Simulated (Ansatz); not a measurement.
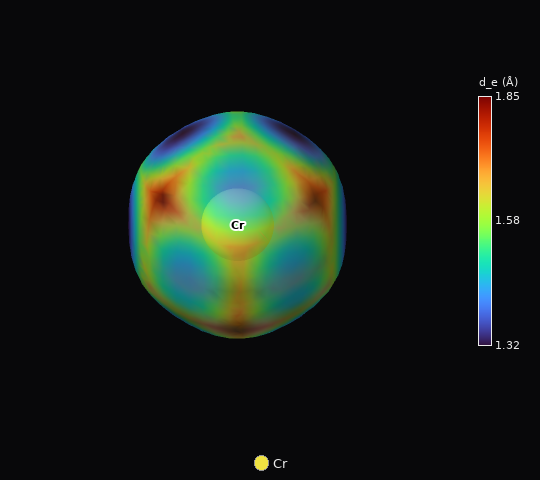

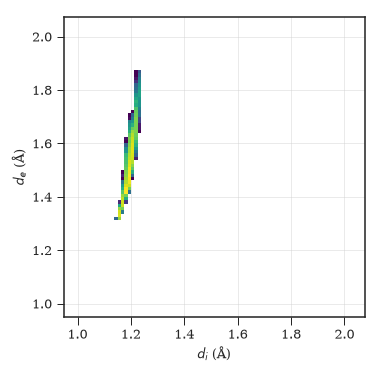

Hirshfeld surface computed for one Cr atom in Cr (P6_3/mmc), coloured by d_e. The second picture is its fingerprint plot, coloured by area on a logarithmic scale (dark little, yellow much).

The surface is where the fragment's share of the procrystal density (the sum of the densities of spherically averaged neutral Hartree-Fock atoms) equals one half. d_i and d_e are the distances from the surface to the nearest nucleus inside and outside.

Source of the atomic positions: the input geometry of an electronic-structure calculation (not necessarily at equilibrium); the starting structure was generated, so it need not be a known form of this composition.

```cif
data_structure
_symmetry_space_group_name_H-M 'P6_3/mmc'
_symmetry_Int_Tables_number 194
_cell_length_a 2.4683
_cell_length_b 2.4683
_cell_length_c 8.6964
_cell_angle_alpha 90.000
_cell_angle_beta 90.000
_cell_angle_gamma 120.000
_cell_volume 45.88
loop_
_atom_site_label
_atom_site_type_symbol
_atom_site_symmetry_multiplicity
_atom_site_Wyckoff_symbol
_atom_site_fract_x
_atom_site_fract_y
_atom_site_fract_z
_atom_site_occupancy
Cr1 Cr 2 a 0.00000 0.00000 0.00000 1
Cr2 Cr 2 c 0.33333 0.66667 0.25000 1
```

Question: What is the shortest distance from the fragment to an atom outside it?

Answer: Cr–Cr, 2.47 Å.

Question: How is the surface shared among contacts (nearest atom inside ··· nearest atom outside)?

Answer: Cr···Cr 100 %. The surface faces 12 neighbours with more than 2 % of its area each: 12 Cr.

Question: Give the size and shape of the surface.

Answer: It encloses about 7.1 Å³, has an area of about 18 Å² and a globularity of 1.00 (1 for a sphere).

Question: Where does the fingerprint reach closest to the origin?

Answer: The smallest d_i + d_e is about 2.5 Å, which belongs to the shortest contact, Cr···Cr at 2.47 Å; d_e runs from 1.32 to 1.85 Å.
